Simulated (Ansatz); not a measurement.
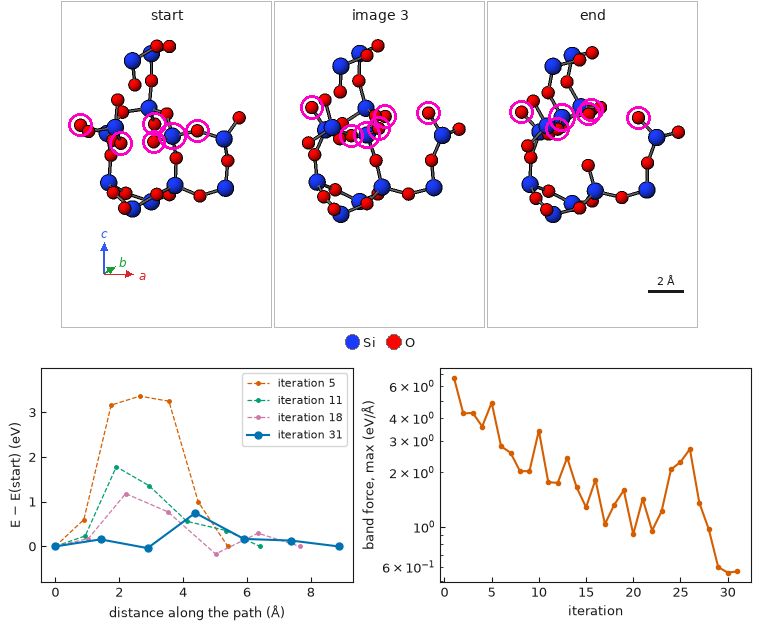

NEB run on SiO2 with a Si vacancy (23 atoms in the cell, charge -2). Images are numbered from 0 (start) to 6 (end). The plot follows the band through its iterations. Style: ball-and-stick. Shown: the atoms within 5.6 Å of the middle of the path, slightly off an axis. The atoms that move most are ringed. Bonds to atoms that aren't drawn are left out.

Method: Ansatz 0.2.0, DFT PBE, scalar-relativistic, plane waves, PAW. Set-up: plane-wave cutoff 420 eV; k-point mesh 2 × 2 × 1; Fermi-Dirac smearing 0.05 eV; 5 movable images; climbing image; force threshold 0.03 eV/Å; iteration limit 31; optimiser FIRE; starting path by image-dependent pair potential.

**How did the profile develop, and is the result final?**

The result isn't final. The band hadn't converged when the run stopped after 31 iterations. The largest component of the band force went from 6.7 to 0.57 eV/Å. The barrier read from it is provisional: over the last two iterations the highest image moved from 0.80 eV to 0.75 eV. The first iteration put the highest image at 7.28 eV. Relative to the start the highest point is image 3 at +0.75 eV and the end lies at 0.00 eV, but the profile dips to −0.04 eV at image 2 on the way, so there may be more than one step; on an unconverged band the side maxima are provisional.

Limits of the set-up: the periodic images lie only 7.1 Å apart, so the values are limited by the cell's size; the cell is charged, on a uniform background, and energies carry no finite-size correction.

PAW datasets: the set soft_1.
